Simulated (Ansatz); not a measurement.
# Geometry relaxation, with input and output: B₃P₃H₂ (part 3 of 4)

Continued. System: B₃P₃H₂ (8 atoms in the cell). Method: DFT PBE, scalar-relativistic, plane waves, PAW, spin-polarised (Ansatz 0.2.0); cutoff 420 eV, 1×1×17 k-mesh, Gaussian smearing of 0.05 eV, collinear spins. It belongs to a series of runs on one base structure; here: zigzag ribbon, 3 formula units a period, edges capped with H, edge spins opposed.

Geometry of the input (Å; fractional positions):
```
18.1000  0.0000  0.0000
0.0000  9.3000  0.0000
0.0000  0.0000  3.2140
B  0.3782  0.5000  1.0000
B  0.5320  0.5000  0.5000
B  0.6858  0.5000  1.0000
P  0.3269  0.5000  0.5000
P  0.4807  0.5000  0.0000
P  0.6345  0.5000  0.5000
H  0.7515  0.5000  1.0000
H  0.2485  0.5000  0.5000
```

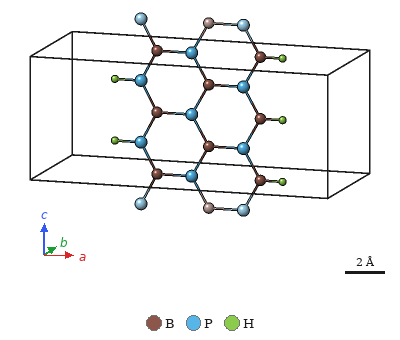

The geometry at step 4 of the log (ball-and-stick view of the 2 repeat of the cell, with the vacuum cut short, seen slightly off an axis; neighbours outside the cell are drawn fainter).

Output, continued
```
SCF iter   1: F=—  HF=-2766.310847 eV  |F-HF|=—  |Δ(HF+E_count)|=         —  Δρ=4.59e-4 (↑3.75e-4 ↓4.59e-4)  dr2=3.33e-3  dr2_m=9.03e-5  M=0.000 μB ∫|m|=0.007 μB  β_m=0.30  ethr=1.16e-5  ⟨swp⟩=3.4  Hψ=2421  notcnv=0
preconditioner: auto → Resta (q_TF=auto, 1.644 Å⁻¹)  ε∞=1.6  [insulator: Δε(μ)=1.283 eV  Ē_g=10.280 eV  σ=0.050 eV  W_gap=1.00  n_scr=36 (ndim 8)  ℏωp=8.1 eV  f_vac=0.697  D(μ)=0.00/eV (n_scr^D=0)  ε∞_Penn≈1.6  vacuum switching on, ρ_ref=7.7e-3 e/Å³]
spin=Collinear: Resta preconditioning applied to the charge; magnetization (m = ρ↑ − ρ↓) channel mixes plain (no charge-response kernel on spin).
SCF iter   2: F=—  HF=-2766.310224 eV  |F-HF|=—  |Δ(HF+E_count)|=   6.22e-4  Δρ=2.92e-4 (↑2.32e-4 ↓2.92e-4)  dr2=9.53e-4  dr2_m=4.90e-5  M=0.000 μB ∫|m|=0.006 μB  β_m=0.44  ethr=1.16e-5  ⟨swp⟩=1.2  Hψ=435  notcnv=0
SCF iter   3: F=—  HF=-2766.310080 eV  |F-HF|=—  |Δ(HF+E_count)|=   1.45e-4  Δρ=1.03e-4 (↑8.96e-5 ↓1.03e-4)  dr2=1.73e-4  dr2_m=1.08e-5  M=0.000 μB ∫|m|=0.003 μB  β_m=0.44  ethr=3.67e-6  ⟨swp⟩=2.7  Hψ=688  notcnv=0
SCF iter   4: F=—  HF=-2766.310064 eV  |F-HF|=—  |Δ(HF+E_count)|=   1.52e-5  Δρ=3.23e-5 (↑3.23e-5 ↓2.98e-5)  dr2=6.37e-6  dr2_m=2.31e-6  M=0.000 μB ∫|m|=0.002 μB  β_m=0.60  ethr=6.67e-7  ⟨swp⟩=2.7  Hψ=611  notcnv=0
iter 5 did not close the SCF: its close was put off for a magnetic moment that had not settled (scf_convergence_deferred on its scf_iter line)
SCF iter   5: F=-2766.310070 eV  HF=-2766.310071 eV  |F-HF|=1.50e-7  |Δ(HF+E_count)|=   6.07e-6  Δρ=7.44e-6 (↑7.44e-6 ↓6.88e-6)  dr2=7.08e-7  dr2_m=1.58e-7  M=0.000 μB ∫|m|=0.001 μB  β_m=0.58  ethr=3.08e-9  ⟨swp⟩=19.0  Hψ=4023  notcnv=0
iter 6 did not close the SCF: its close was put off for a magnetic moment that had not settled (scf_convergence_deferred on its scf_iter line)
SCF iter   6: F=-2766.310071 eV  HF=-2766.310071 eV  |F-HF|=2.41e-8  |Δ(HF+E_count)|=   2.56e-7  Δρ=2.94e-6 (↑2.94e-6 ↓2.50e-6)  dr2=1.06e-7  dr2_m=2.93e-8  M=0.000 μB ∫|m|=0.000 μB  β_m=0.60  ethr=2.72e-9  ⟨swp⟩=10.1  Hψ=2823  notcnv=0
iter 7 did not close the SCF: its close was put off for a magnetic moment that had not settled (scf_convergence_deferred on its scf_iter line)
SCF iter   7: F=-2766.310071 eV  HF=-2766.310071 eV  |F-HF|=2.40e-8  |Δ(HF+E_count)|=   5.25e-8  Δρ=1.53e-6 (↑1.19e-6 ↓1.53e-6)  dr2=4.24e-8  dr2_m=6.72e-9  M=0.000 μB ∫|m|=0.000 μB  β_m=0.55  ethr=4.10e-10  ⟨swp⟩=8.1  Hψ=2513  notcnv=0
iter 8 did not close the SCF: its close was put off for a magnetic moment that had not settled (scf_convergence_deferred on its scf_iter line)
SCF iter   8: F=-2766.310071 eV  HF=-2766.310071 eV  |F-HF|=2.03e-9  |Δ(HF+E_count)|=   5.78e-9  Δρ=6.49e-7 (↑5.57e-7 ↓6.49e-7)  dr2=1.55e-9  dr2_m=1.59e-9  M=0.000 μB ∫|m|=0.000 μB  β_m=0.65  ethr=1.63e-10  ⟨swp⟩=7.4  Hψ=2346  notcnv=0
SCF iter   9: F=-2766.310071 eV  HF=-2766.310071 eV  |F-HF|=4.27e-11  |Δ(HF+E_count)|=   3.72e-9  Δρ=2.08e-7 (↑1.95e-7 ↓2.08e-7)  dr2=4.17e-10  dr2_m=1.65e-10  M=0.000 μB ∫|m|=0.000 μB  ethr=5.97e-12  ⟨swp⟩=6.7  Hψ=2231  notcnv=0
the starting moments were not kept: the SCF closed with an absolute magnetisation of 2.6e-5 μB, where they sum to 4 μB in size (4 sites). That is at most 0.1 of that sum. Measured as dr2_m measures the in/out step, that magnetisation stands 3.9e-11 eV from none, at or under the dr2_threshold of 8.0e-7 eV: it is no larger than a step whose dr2_m would equal this threshold.
SCF 3 converged in 9 iterations: F = -2766.310071 eV  dr2 = 4.17e-10
relax step   3: F+E_penalty+E_count = -2766.31007085 eV  Δ(F+E_penalty+E_count) = -5.090e-3 eV  max|allowed force component| = 2.218e-2 eV/Å  Δτ_max = 0.0182 Å  P = -0.008 GPa  Ω = 542.521 Å³  energy of the carried Pulay correction = -2.188e-4 eV  fix = [a, b, alpha, beta, gamma]  reactions: a -0.037, b +0.011 GPa  (9 SCF iters, dr2 threshold 8.00e-7 eV, accepted)
Crystal: 8 atoms, lattice volume = 542.592 Å³
iter 1 solved again at ethr=6.64e-7 eV; its pass at ethr=3.10e-3 eV (dr2=1.73e-4 eV) is discarded
SCF iter   1: F=—  HF=-2766.310157 eV  |F-HF|=—  |Δ(HF+E_count)|=         —  Δρ=1.05e-4 (↑1.05e-4 ↓1.05e-4)  dr2=1.64e-4  dr2_m=4.84e-6  M=0.000 μB ∫|m|=0.002 μB  β_m=0.30  ethr=6.64e-7  ⟨swp⟩=2.7  Hψ=2091  notcnv=0
preconditioner: auto → Resta (q_TF=auto, 1.644 Å⁻¹)  ε∞=1.6  [insulator: Δε(μ)=1.293 eV  Ē_g=10.282 eV  σ=0.050 eV  W_gap=1.00  n_scr=36 (ndim 8)  ℏωp=8.1 eV  f_vac=0.698  D(μ)=0.00/eV (n_scr^D=0)  ε∞_Penn≈1.6  vacuum switching on, ρ_ref=7.7e-3 e/Å³]
spin=Collinear: Resta preconditioning applied to the charge; magnetization (m = ρ↑ − ρ↓) channel mixes plain (no charge-response kernel on spin).
SCF iter   2: F=—  HF=-2766.310135 eV  |F-HF|=—  |Δ(HF+E_count)|=   2.14e-5  Δρ=6.61e-5 (↑6.57e-5 ↓6.61e-5)  dr2=4.58e-5  dr2_m=2.65e-6  M=0.000 μB ∫|m|=0.002 μB  β_m=0.44  ethr=6.31e-7  ⟨swp⟩=1.1  Hψ=428  notcnv=0
SCF iter   3: F=—  HF=-2766.310134 eV  |F-HF|=—  |Δ(HF+E_count)|=   1.66e-6  Δρ=2.63e-5 (↑2.63e-5 ↓2.63e-5)  dr2=9.12e-6  dr2_m=6.04e-7  M=0.000 μB ∫|m|=0.001 μB  β_m=0.46  ethr=1.76e-7  ⟨swp⟩=2.7  Hψ=627  notcnv=0
SCF iter   4: F=—  HF=-2766.310129 eV  |F-HF|=—  |Δ(HF+E_count)|=   4.61e-6  Δρ=6.76e-6 (↑6.76e-6 ↓6.67e-6)  dr2=3.84e-7  dr2_m=9.91e-8  M=0.000 μB ∫|m|=0.000 μB  β_m=0.56  ethr=3.51e-8  ⟨swp⟩=2.6  Hψ=593  notcnv=0
SCF iter   5: F=—  HF=-2766.310129 eV  |F-HF|=—  |Δ(HF+E_count)|=   2.74e-7  Δρ=2.05e-6 (↑2.05e-6 ↓1.55e-6)  dr2=3.70e-8  dr2_m=1.09e-8  M=0.000 μB ∫|m|=0.000 μB  β_m=0.56  ethr=1.48e-9  ⟨swp⟩=2.4  Hψ=662  notcnv=0
iter 6 did not close the SCF: its close was put off for a magnetic moment that had not settled (scf_convergence_deferred on its scf_iter line)
SCF iter   6: F=-2766.310129 eV  HF=-2766.310129 eV  |F-HF|=3.19e-9  |Δ(HF+E_count)|=   2.09e-8  Δρ=8.09e-7 (↑7.36e-7 ↓8.09e-7)  dr2=3.46e-9  dr2_m=2.46e-9  M=0.000 μB ∫|m|=0.000 μB  β_m=0.63  ethr=1.18e-10  ⟨swp⟩=14.3  Hψ=3267  notcnv=0
iter 7 did not close the SCF: its close was put off for a magnetic moment that had not settled (scf_convergence_deferred on its scf_iter line)
SCF iter   7: F=-2766.310129 eV  HF=-2766.310129 eV  |F-HF|=1.05e-9  |Δ(HF+E_count)|=   6.01e-9  Δρ=3.33e-7 (↑3.33e-7 ↓3.08e-7)  dr2=2.05e-9  dr2_m=3.86e-10  M=0.000 μB ∫|m|=0.000 μB  β_m=0.59  ethr=1.33e-11  ⟨swp⟩=6.9  Hψ=2297  notcnv=0
iter 8 did not close the SCF: its close was put off for a magnetic moment that had not settled (scf_convergence_deferred on its scf_iter line)
SCF iter   8: F=-2766.310129 eV  HF=-2766.310129 eV  |F-HF|=5.05e-11  |Δ(HF+E_count)|=  4.69e-10  Δρ=1.48e-7 (↑1.48e-7 ↓1.26e-7)  dr2=2.43e-10  dr2_m=7.91e-11  M=0.000 μB ∫|m|=0.000 μB  β_m=0.58  ethr=7.89e-12  ⟨swp⟩=6.3  Hψ=2118  notcnv=0
SCF iter   9: F=-2766.310129 eV  HF=-2766.310129 eV  |F-HF|=9.55e-12  |Δ(HF+E_count)|=  1.41e-10  Δρ=6.33e-8 (↑5.43e-8 ↓6.33e-8)  dr2=2.56e-11  dr2_m=1.50e-11  M=0.000 μB ∫|m|=0.000 μB  ethr=1.00e-12  ⟨swp⟩=5.6  Hψ=2023  notcnv=0
the starting moments were not kept: the SCF closed with an absolute magnetisation of 9.2e-6 μB, where they sum to 4 μB in size (4 sites). That is at most 0.1 of that sum. Measured as dr2_m measures the in/out step, that magnetisation stands 4.7e-12 eV from none, at or under the dr2_threshold of 3.1e-8 eV: it is no larger than a step whose dr2_m would equal this threshold.
SCF 4 converged in 9 iterations: F = -2766.310129 eV  dr2 = 2.56e-11
relax step   4: F+E_penalty+E_count = -2766.31012944 eV  Δ(F+E_penalty+E_count) = -5.858e-5 eV  max|allowed force component| = 3.373e-3 eV/Å  Δτ_max = 0.0031 Å  P = +0.006 GPa  Ω = 542.592 Å³  energy of the carried Pulay correction = -2.289e-4 eV  fix = [a, b, alpha, beta, gamma]  reactions: a +0.005, b +0.011 GPa  (9 SCF iters, accepted)
Initial wavefunctions: pseudopotential atomic-orbital guess (no wavefunctions were taken with the density)
iter 1 solved again at ethr=1.40e-6 eV; its pass at ethr=3.10e-3 eV (dr2=3.64e-4 eV) is discarded
SCF iter   1: F=—  HF=-2766.310032 eV  |F-HF|=—  |Δ(HF+E_count)|=         —  Δρ=7.51e-6 (↑7.51e-6 ↓7.50e-6)  dr2=3.29e-8  dr2_m=1.51e-11  M=0.000 μB ∫|m|=0.000 μB  β_m=0.30  ethr=1.40e-6  ⟨swp⟩=4.3  Hψ=4968  notcnv=0
eigensolver tolerance schedule: the retry pair's looser diagonalisation over-reported the residual by 11067.67 of it (diagonalisation noise at an unbounded share of the residual, at the tolerance the schedule requests for it); recorded, not acted on — ethr = c·dr2/N_el stays at c = 1.0e-1
preconditioner: auto → Resta (q_TF=auto, 1.644 Å⁻¹)  ε∞=1.6  [insulator: Δε(μ)=1.295 eV  Ē_g=10.279 eV  σ=0.050 eV  W_gap=1.00  n_scr=36 (ndim 8)  ℏωp=8.1 eV  f_vac=0.698  D(μ)=0.00/eV (n_scr^D=0)  ε∞_Penn≈1.6  vacuum switching on, ρ_ref=7.7e-3 e/Å³]
spin=Collinear: Resta preconditioning applied to the charge; magnetization (m = ρ↑ − ρ↓) channel mixes plain (no charge-response kernel on spin).
SCF iter   2: F=—  HF=-2766.310161 eV  |F-HF|=—  |Δ(HF+E_count)|=   1.29e-4  Δρ=5.26e-6 (↑5.26e-6 ↓5.26e-6)  dr2=1.61e-8  dr2_m=9.55e-12  M=0.000 μB ∫|m|=0.000 μB  β_m=0.59  ethr=1.27e-10  ⟨swp⟩=3.4  Hψ=886  notcnv=0
SCF iter   3: F=—  HF=-2766.310337 eV  |F-HF|=—  |Δ(HF+E_count)|=   1.77e-4  Δρ=1.00e-6 (↑1.00e-6 ↓9.91e-7)  dr2=9.79e-9  dr2_m=1.56e-12  M=0.000 μB ∫|m|=0.000 μB  β_m=0.49  ethr=6.18e-11  ⟨swp⟩=3.1  Hψ=802  notcnv=0
SCF iter   4: F=—  HF=-2766.310349 eV  |F-HF|=—  |Δ(HF+E_count)|=   1.21e-5  Δρ=2.63e-7 (↑2.63e-7 ↓2.55e-7)  dr2=1.34e-9  dr2_m=6.84e-13  M=0.000 μB ∫|m|=0.000 μB  β_m=0.59  ethr=3.77e-11  ⟨swp⟩=2.0  Hψ=576  notcnv=0
SCF iter   5: F=—  HF=-2766.310353 eV  |F-HF|=—  |Δ(HF+E_count)|=   4.00e-6  Δρ=1.02e-7 (↑1.02e-7 ↓1.00e-7)  dr2=2.63e-10  dr2_m=3.15e-13  M=0.000 μB ∫|m|=0.000 μB  β_m=0.62  ethr=5.14e-12  ⟨swp⟩=3.1  Hψ=738  notcnv=0
SCF iter   6: F=—  HF=-2766.310354 eV  |F-HF|=—  |Δ(HF+E_count)|=   2.77e-7  Δρ=3.29e-8 (↑3.29e-8 ↓3.02e-8)  dr2=4.60e-11  dr2_m=1.17e-13  M=0.000 μB ∫|m|=0.000 μB  β_m=0.60  ethr=1.01e-12  ⟨swp⟩=2.2  Hψ=580  notcnv=0
iter 7 met the thresholds in force, and the SCF goes on: an eigenvalue changes by 0.07 meV, over its tolerance of 0.05 meV (output.eigenvalues, Limitations)
SCF iter   7: F=-2766.310354 eV  HF=-2766.310354 eV  |F-HF|=7.20e-10  |Δ(HF+E_count)|=   2.94e-8  Δρ=1.04e-8 (↑8.52e-9 ↓1.04e-8)  dr2=2.97e-12  dr2_m=3.89e-14  M=0.000 μB ∫|m|=0.000 μB  β_m=0.60  ethr=1.00e-12  ⟨swp⟩=13.8  Hψ=2595  notcnv=0
SCF iter   8: F=-2766.310354 eV  HF=-2766.310354 eV  |F-HF|=1.82e-11  |Δ(HF+E_count)|=  7.05e-10  Δρ=4.12e-9 (↑3.19e-9 ↓4.12e-9)  dr2=4.04e-13  dr2_m=1.55e-14  M=0.000 μB ∫|m|=0.000 μB  ethr=1.00e-12  ⟨swp⟩=4.7  Hψ=1579  notcnv=0
the starting moments were not kept: the SCF closed with an absolute magnetisation of 4.2e-7 μB, where they sum to 4 μB in size (4 sites). That is at most 0.1 of that sum. Measured as dr2_m measures the in/out step, that magnetisation stands 1.1e-14 eV from none, at or under the dr2_threshold of 2.9e-11 eV: it is no larger than a step whose dr2_m would equal this threshold.
SCF 5 converged in 8 iterations: F = -2766.310354 eV  dr2 = 4.04e-13
relax step   5: F+E_penalty+E_count = -2766.31035375 eV  Δ(F+E_penalty+E_count) = -2.243e-4 eV  max|allowed force component| = 3.364e-3 eV/Å  Δτ_max = 0.0000 Å  P = +0.007 GPa  Ω = 542.592 Å³  fix = [a, b, alpha, beta, gamma]  reactions: a +0.004, b +0.010 GPa  stress off target by 6.29e-3 GPa on what of the cell is left free  SCF on the basis re-selected at this cell (its energy is not comparable with the rows above)  (8 SCF iters)
basis re-selected at this cell: Δ(F+E_penalty+E_count) = -2.243e-4 eV, ΔP = +0.001 GPa vs the last step (what re-selecting the basis moved, of the pressure what is left beyond the Pulay correction that the steps carried, after the strain that the cell walked since its last selection, with what the two solves' SCF thresholds leave and, on support functions, any second-order correction that the steps lacked; it is no measure of the basis error at this ecutwfc). This SCF's stress stands 6.29e-3 GPa from its target on what of the cell is left free (relax.cell.stress_tol is 3.00e-2 GPa) and its largest allowed force component is 3.36e-3 eV/Å (relax.f_tol is 2.00e-2 eV/Å): within both
WARN: The output density's exchange-correlation potential varies sharply where the density is thin. Do not read a vacuum level from v_tot or v_xc, or from such a field of the output density. On a cell that repeats whose density bears no net charge and no dipole along the vacuum's axis use v_es (v_loc + v_h of the components); under efield.dipole_correction with no amplitude use v_es + v_field, which holds any external_charges[].barrier, or the levels of the report's work_function block, which leave it out; under a non-zero efield.amplitude the vacuum is tilted and has no level; on a cell that repeats and bears such a dipole with no correction it is tilted too, and efield.dipole_correction with no amplitude gives each side of its ramp a level where efield: is served; in a cell that repeats whose density bears a net charge (total_charge, or a fill off its count) it is curved and has none; of a slab under crystal.periodic whose density bears no net charge use v_es, which has a level on each side, short of where the two are joined; of another it falls or rises all the way out and has none; of a slab beside external_charges read slab_vacuum_level instead, which it has where they leave it neutral. The grid or the basis barely resolves most such structure, and the values can differ between equally converged runs; as a rule a tighter scf.convergence.dr2_threshold does not remove it. Where the density itself ripples (under the LDA too) a higher basis.ecutwfc lessens it. The files hold the spikes' plane waves up to the density's cutoff. Files: v_tot_of_output_density and the like, and their columns of v_z.tsv (output.write_potential); v_xc_of_output_density and the like, and their columns of v_comp_z.tsv (output.write_potential_components). Measured: with its Gaussian average of σ = 0.25 Å subtracted twice, the exchange-correlation potential is over 0.1 eV at 338 of the grid points where the equally averaged density (valence and model cores) is under 1e-3 e/Å³, and 0.553 eV at the most among them, at an averaged density of 2.9e-7 e/Å³. The input density's (outcome.potential() and, of a run that writes arrays, v_tot and v_xc) is over 0.1 eV, so measured, at 373 points of its own thin density, 0.636 eV at the most. See output.write_potential in the manual, Limitations
SCF converged after 8 iterations
an eigenvalue changed by more than its tolerance at an iteration that met the thresholds in force, so the SCF went on 1 time: the last check found none over its tolerance
Magnetization: 0.0000 μB (13.0000 up, 13.0000 down)
Absolute magnetization: 0.0000 μB (∫|ρ↑−ρ↓|, with the PAW one-centre terms)
Spin contamination: 0.0000 ħ² per cell (⟨S²⟩ above its minimum at these occupations)
Per-site moments (μB) at R_I (Å): [(4.3702213128887824e-8, 0.7546034144773717), (2.581272687805486e-8, 0.7652958442311097), (8.57383006105309e-9, 0.4931538050580678), (-1.1312064572476816e-8, 0.5815161742685933), (-2.3618066736915975e-8, 0.7652958442311097), (-1.929707329670227e-8, 0.7646547235627317), (-4.136436215836395e-9, 0.4931538050580678), (6.1986739068872514e-9, 0.5815161742685933)]
Free energy (F): -2766.310354 eV
Harris-Foulkes:  -2766.310354 eV  (|F-HF|=1.82e-11)
Internal energy: -2766.310354 eV  (E = F + TS)
E sigma→0 (E₀):  -2766.310354 eV
Fermi energy:    -2.558921 eV
```
